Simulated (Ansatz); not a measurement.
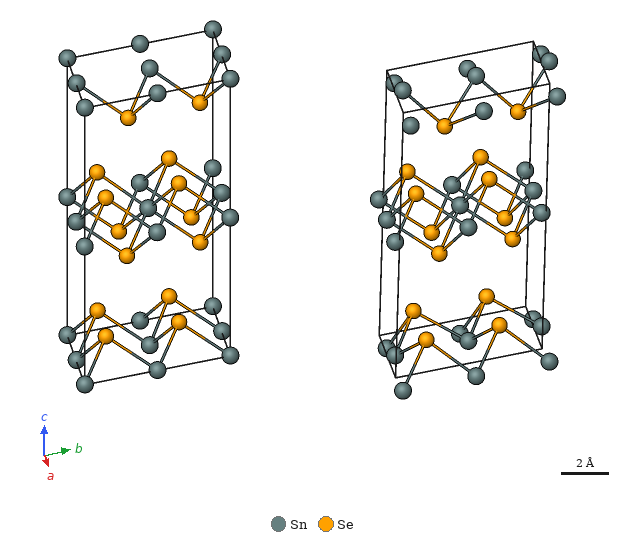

Two geometries of a crystal of Sn₄Se₇ (a generated structure, set up in P1) (coarse preliminary run), drawn at one scale. One is the start of a relaxation, the other its converged end. The picture is a ball-and-stick view of the cell of the calculation, reduced to other axes, seen from a free direction. Lengths and directions refer to the drawn axes.

These are results of DFT PBEsol, scalar-relativistic, plane waves, PAW in Ansatz 0.2.0, not measurements. (plane-wave cutoff 420 eV; k-point mesh 2 × 2 × 1; occupations gaussian; smearing width 0.1 eV; mesh shifted by (0.5, 0.5, 0); no spin polarisation; cell and atoms relaxed; force threshold 0.04 eV/Å; at most 50 steps)

Which geometry has the lower energy?

Answer. The right one is the relaxed one. Case: 2 of 16 Se atoms taken out at random. The largest moves relative to the cell, 0.72 Å, are those of Sn atoms. By element the largest moves are Sn 0.72 Å, Se 0.63 Å. Cell: a 7.638 → 7.616 Å (−0.3 %), b 7.638 → 7.688 Å (+0.7 %), c 12.294 → 11.918 Å (−3.1 %), β 90.0° → 85.4°, γ 120.0° → 120.3°. Volume −3.4 %. Some distances before and after: Se–Se 3.728 → 3.232 Å, Se–Se 3.706 → 3.234 Å, Se–Sn 2.704 → 3.174 Å, Se–Sn 2.728 → 3.172 Å. Among the angles between lasting bonds that change: Se–Sn–Se 179.7° → 158.0°, Se–Sn–Se 178.6° → 157.2°, Se–Sn–Se 179.3° → 157.9°. The space group (tolerance 0.01 Å) goes from P1 (No. 1) to Pm (No. 6). The energy falls by 53.4 meV per atom in 11 accepted moves (13 points after the start). The largest force component goes from 0.64 to 0.015 eV/Å. Pressure: 0.18 GPa at the start and 0.02 GPa at the end. The line search rejected the trial step at point 4 of the run. At 1 point the geometry stayed and the basis and grid were re-selected for the new cell (energy shift of 0.1 meV per atom at most each time).

Limits of the set-up: layers or molecules are held without a dispersion correction, so their spacing is unreliable.
